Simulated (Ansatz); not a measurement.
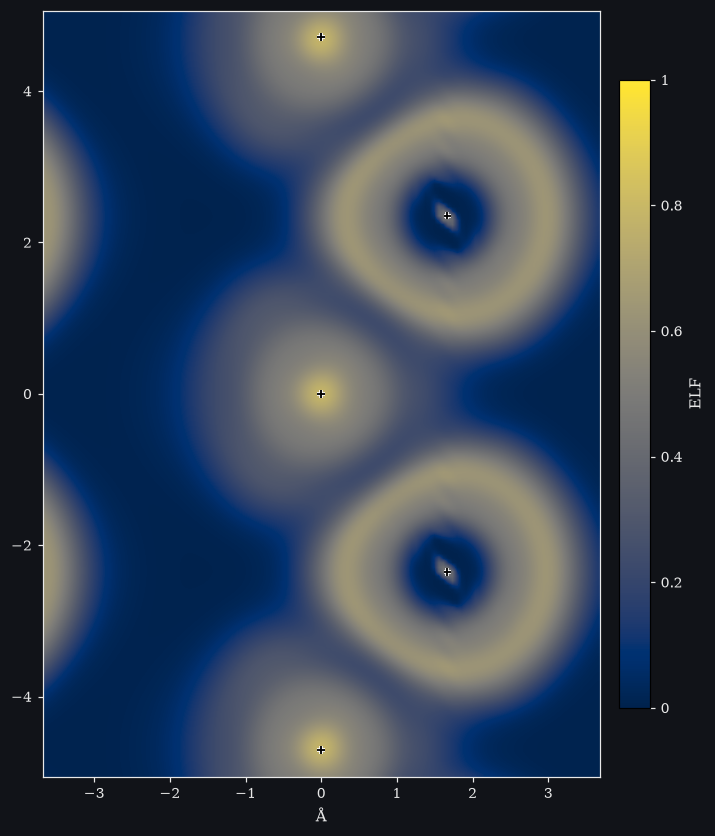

The electron localisation function on a plane through atoms (crosses mark nuclei in the plane).

Theory: Ansatz 0.2.0, DFT PBE, scalar-relativistic, plane waves, PAW.

Candidates:
A. Si$_{3}$O, a = 6.14 Å, b = 6.14 Å, c = 3.45 Å, α = 90.00°, β = 90.00°, γ = 120.00°. Space group P6₃22.
B. HgTe, a = 6.66 Å, b = 6.66 Å, c = 6.66 Å, α = 90.00°, β = 90.00°, γ = 90.00°. Space group F-43m; a generated structure, not necessarily the stable one; changed on purpose from its base cell (volume × 1.000 of the coarse rest volume).

**Which system is this?**

Candidate B: HgTe on the (011) plane of the conventional cell, which holds Hg and Te. Hg–Te (2.88 Å): the ELF is about 0.40 at the midpoint and 0.25 at its lowest between the atoms.
